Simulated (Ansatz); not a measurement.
BN

```
B N
1.0
     1.78581    0.00000   -1.78581
    -1.84020    0.00000   -1.84020
     0.00000    3.62600    0.00000
B N
2 2
Direct
  0.50000 0.50000 0.50000
  0.00000 0.00000 0.00000
  0.50000 0.00000 0.25000
  0.00000 0.50000 0.75000
```

Space group Imm2; a structure from a database of computed crystals, not necessarily the ambient phase; changed on purpose from its base cell (strain +0.0300 x Voigt [0, 0, 0, 0, 1, 0], atoms carried along).

These are results of DFT PBE, scalar-relativistic, plane waves, PAW in Ansatz, not measurements.

In a PAW calculation such maps are meaningful between the atoms, not at the nuclei.

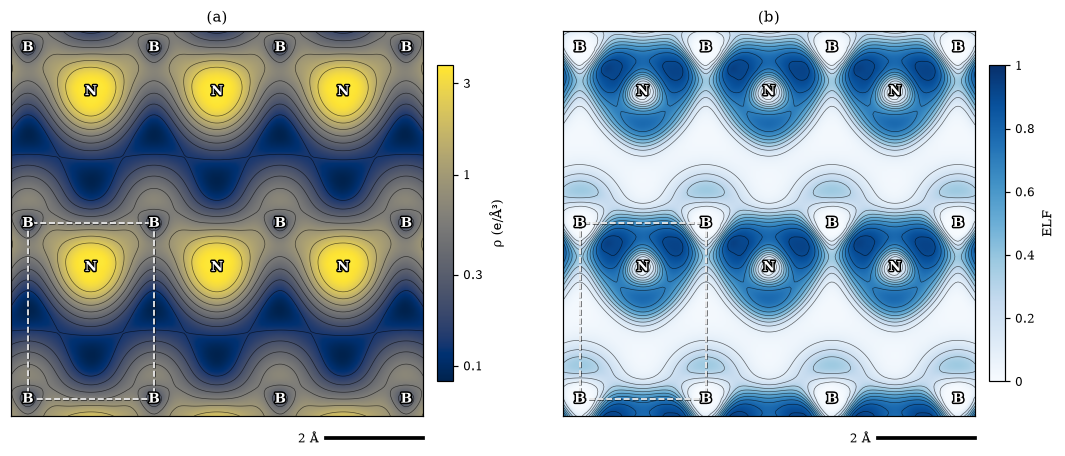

Figure 1. (a) valence pseudo-density; (b) electron localisation function on the (100) plane of the conventional cell.

Q: Interpret the plot.

A: Atoms in the plane: B and N. Between the atoms the lowest density in this plane is 0.08 e/Å³.

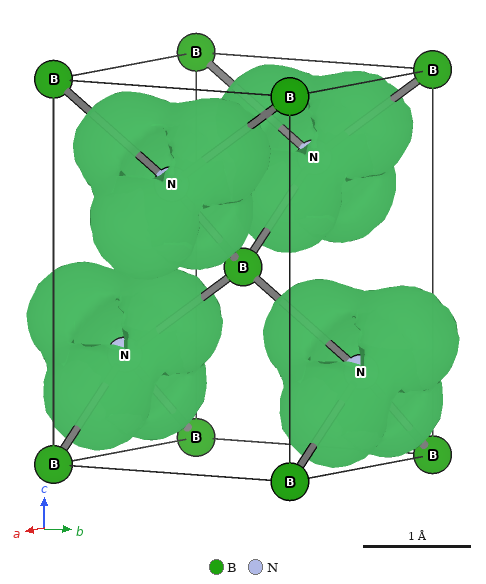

Figure 2. Isosurface of the electron localisation function at 0.75 (green), seen at an oblique angle. Only the valence region is drawn (cores and ρ < 0.01 e/Å³ removed). Sticks mark near contacts.

Q: What do the ELF domains correspond to?

A: The surface consists of two regions on N in which the atom's valence shell and bonds are merged, counted in one cell of 4 atoms. Regions shared between cells count once.


B–N (1.55 Å): the ELF peaks at about 0.95 between the atoms: a shared but strongly polarised pair.

Q: Does the calculation make it a metal, or give it a gap?

A: It is gapped, with a Kohn–Sham gap of 4.3 eV on the k-point mesh (the band edges may lie off the mesh, which would make the gap smaller).
